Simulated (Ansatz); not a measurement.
System: SiMo₃, space group Pm-3n (No. 223).

The given structure:
```yaml
crystal:
  lattice:
    - [4.90794, 0.00000, 0.00000]
    - [0.00000, 4.90794, 0.00000]
    - [0.00000, 0.00000, 4.90794]
  atoms:
    - { symbol: Si, position: [0.00000, 0.00000, 0.00000] }
    - { symbol: Si, position: [0.50000, 0.50000, 0.50000] }
    - { symbol: Mo, position: [0.25000, 0.00000, 0.50000] }
    - { symbol: Mo, position: [0.50000, 0.75000, 0.00000] }
    - { symbol: Mo, position: [0.75000, 0.00000, 0.50000] }
    - { symbol: Mo, position: [0.50000, 0.25000, 0.00000] }
    - { symbol: Mo, position: [0.00000, 0.50000, 0.75000] }
    - { symbol: Mo, position: [0.00000, 0.50000, 0.25000] }
```

Calculation (Ansatz 0.2.0): harmonic phonon frequencies at the zone centre with atoms at rest in the given cell, without the long-range term of polar modes, the three translations left out, imaginary frequencies are negative; plane waves with PAW datasets, Γ-centred k mesh. Level: PBE, no spin polarisation.

- wave cutoff: 420 eV
- k mesh: 8×8×8
- occupations: Fermi–Dirac
- smearing width: 0.15 eV
- pressure: 0 GPa
- phonon method: linear response

Describe the result: the zone-centre optical phonon frequencies (the three acoustic modes are left out).

No frequency is imaginary, so the structure is stable to these displacements (zone-boundary modes weren't tested here). The highest mode lies at 324.3 cm⁻¹. The optical modes lie at 140.6 (×3), 184.4 (×3), 193.7 (×3), 207.2 (×3), 274.6, 288.1 (×2), 302.4 (×3), 324.3 (×3) cm⁻¹.

| frequency (cm⁻¹) |
| --- |
| 140.6 |
| 140.6 |
| 140.6 |
| 184.4 |
| 184.4 |
| 184.4 |
| 193.7 |
| 193.7 |
| 193.7 |
| 207.2 |
| 207.2 |
| 207.2 |
| 274.6 |
| 288.1 |
| 288.1 |
| 302.4 |
| 302.4 |
| 302.4 |
| 324.3 |
| 324.3 |
| 324.3 |

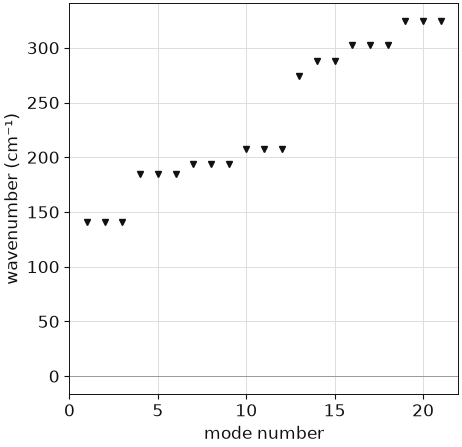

Limits of the calculation: metal sensitive to the k mesh.
